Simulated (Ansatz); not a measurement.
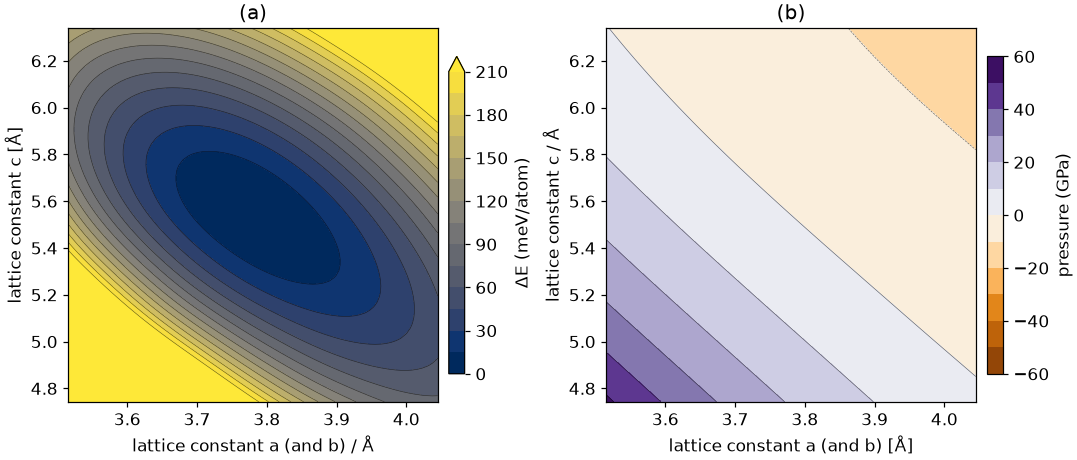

SnSe2 (P-3m1, No. 164; 3 atoms in the cell). 
- The energy is mapped over the lattice constants a and c of the conventional cell.
- The first coordinate is: lattice constant a (and b); the second: lattice constant c.
- Nothing is relaxed (fractional coordinates fixed).
- The grid has 7 × 7 points.
- Energies are in meV/atom, from the lowest grid point.
- These are results of DFT LDA+D3(BJ), scalar-relativistic, plane waves, PAW in Ansatz, not measurements. Settings: cutoff 420 eV, k-mesh 12×12×8 in the order of the run's cell vectors, gaussian smearing 0.15 eV, no spin polarisation.

Panel (a) is the energy; panel (b) is the computed pressure, in GPa.

The picture shows filled contours, one colour for all values above the top of the scale. Between grid points the surface is interpolated.

**How does the pressure vary over the map, and what is it at the lowest grid point?**

It runs from −12 GPa at lattice constant a (and b) = 4.045 Å, lattice constant c = 6.338 Å to 52 GPa at lattice constant a (and b) = 3.516 Å, lattice constant c = 4.743 Å. At the lowest grid point, lattice constant a (and b) = 3.780 Å, lattice constant c = 5.540 Å, it is 0 GPa.
